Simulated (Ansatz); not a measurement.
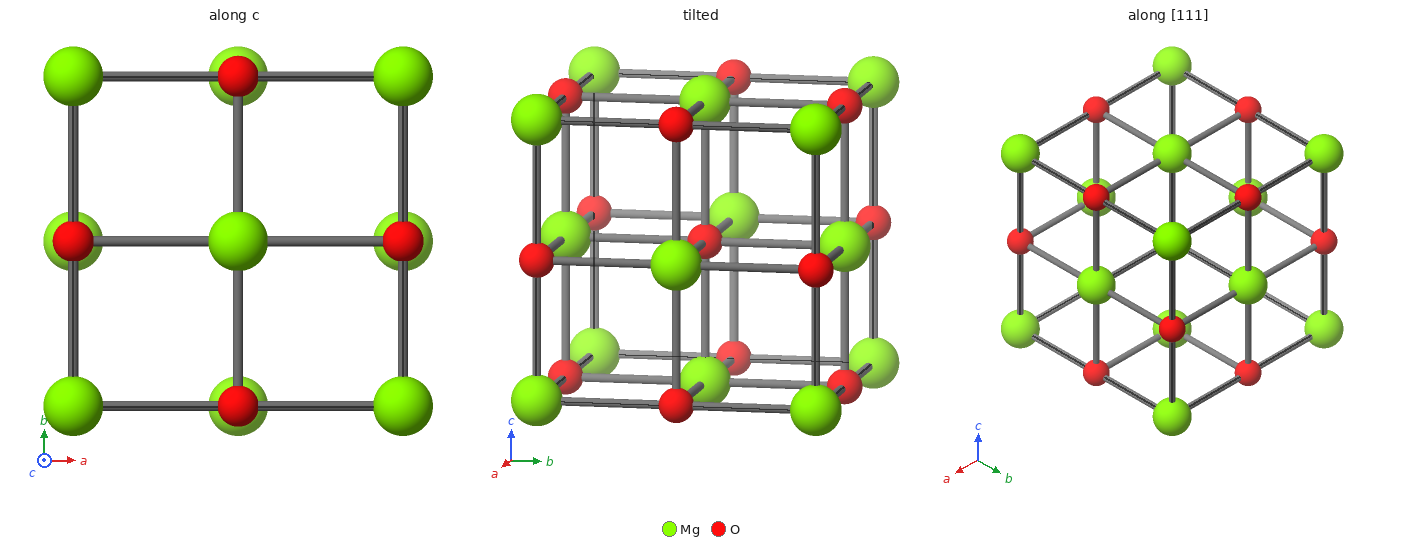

An orthographic ball-and-stick view of the structure, along the c axis, slightly off an axis and along [111]. The conventional unit cell is outlined; an atom on or near a face, edge or corner is repeated at each equivalent position.

Treated as bonds: Mg–O up to 2.68 Å (cut-off distances).

### Which compound is drawn?

MgO. The cell holds 4 Mg, 4 O, counting shared atoms by their share.

### What are the crystal system and the lattice centring?

Face-centred cubic.

### What space-group symmetry does the structure have?

Fm-3m (No. 225), with Mg on 4a and O on 4b.

### Give the prototype.

Rock salt (NaCl type).

### What is the coordination of O?

Six Mg in an octahedral arrangement.

### Does the bonding give isolated units, chains, sheets or a framework?

The bonds build a three-dimensional framework.

The structure was taken from a textbook structure type filled with these elements (whether it is the usual form wasn't checked). This is the structure after a relaxation with DFT PBE, scalar-relativistic, plane waves, PAW in Ansatz 0.2.0.
